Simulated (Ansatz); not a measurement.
# TiSi2: what the fields show

Input

```
crystal:
  lattice:
    - [4.37464, 0.0, 0.0]
    - [-2.18732, 3.78855, 0.0]
    - [0.0, 0.0, 2.56101]
  atoms:
    - { symbol: Ti, position: [0.0, 0.0, 0.0] }
    - { symbol: Si, position: [0.33333, 0.66667, 0.5] }
    - { symbol: Si, position: [0.66667, 0.33333, 0.5] }
hamiltonian:
  xc: pbe
  pseudopotentials: { kind: paw }
kpoints:
  mp_grid: { grid: [7, 7, 10] }
scf:
  occupations: { method: fermi_dirac, width: 0.05 }
output:
  forces: true
  stress: true
  eigenvalues: true
  write_density: true
  write_potential: true
  elf: true
  volumetric_format: npy
```

Command:

```sh
ansatz run input.yaml --threads 2 --pin off --max-ram 5632MiB --backend cpu --events-out ev --progress --plain --runs-dir out
```

Below, planes, directions and counts refer to the conventional cell (a = 4.37 Å, b = 4.37 Å, c = 2.56 Å, α = 90.00°, β = 90.00°, γ = 120.00°).

Space group P6/mmm; a generated structure, not necessarily the stable one.

The calculation used Ansatz 0.2.0, Kohn-Sham DFT of a periodic cell, PBE, Ansatz PAW.

In a PAW calculation such maps are meaningful between the atoms, not at the nuclei.

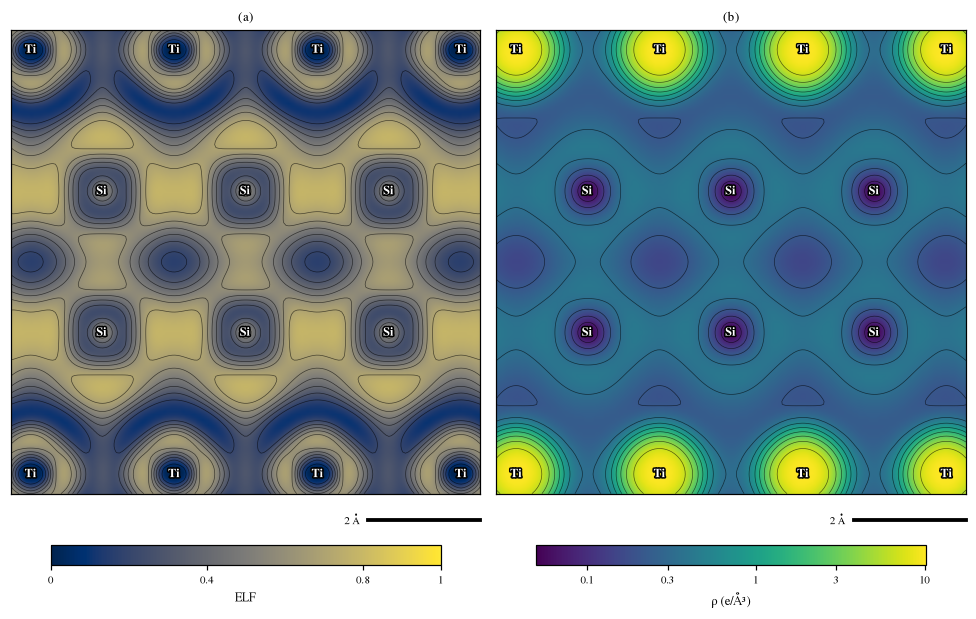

Figure 1. (a) ELF; (b) valence electron density on the (110) plane of the conventional cell.

Q: Describe what can be read from this map.

A:
- Atoms in the plane: Ti and Si.
- Si–Si (2.53 Å): ρ is about 0.37 e/Å³ halfway; the ELF peaks at about 0.70 between the atoms.
- Ti–Ti (2.56 Å): ρ is about 0.33 e/Å³ halfway; the ELF is about 0.30 at the midpoint: no localised pair shows between them.
- Ti–Si (2.83 Å): ρ at the midpoint is about 0.24 e/Å³; the ELF peaks at about 0.75 in the valence shell of Si, 1.0 Å from its nucleus, and is about 0.40 at the midpoint.
- Between the atoms the lowest density in this plane is 0.15 e/Å³.
- The features right at Ti lie inside the PAW spheres, where the map follows smoothed inner orbitals and isn't to be read closely.

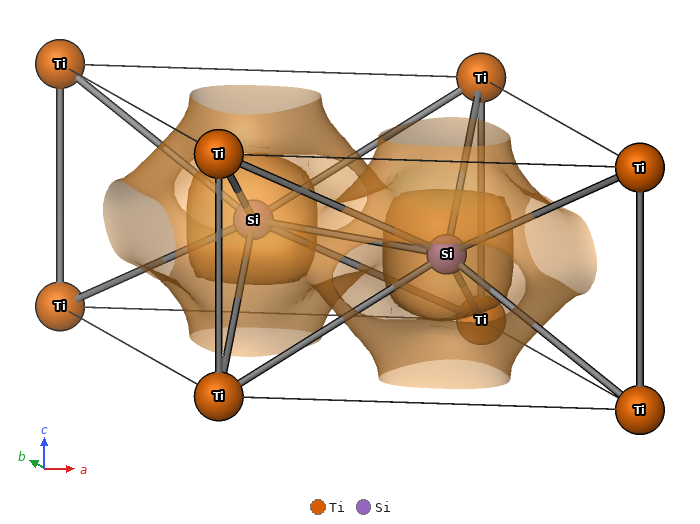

Figure 2. Isosurface of the ELF at 0.55 (orange), seen slightly off an axis. Only the valence region is drawn (cores and ρ < 0.01 e/Å³ removed). Sticks mark near contacts.

Q: What do the ELF domains correspond to?

A: The surface consists of one network that runs through the whole crystal, counted in one cell of 3 atoms. Any copies at cell faces, edges or corners count once.

Q: Does the calculation make it a metal, or give it a gap?

A: It is metallic or semimetallic at this level of theory: no gap opens.
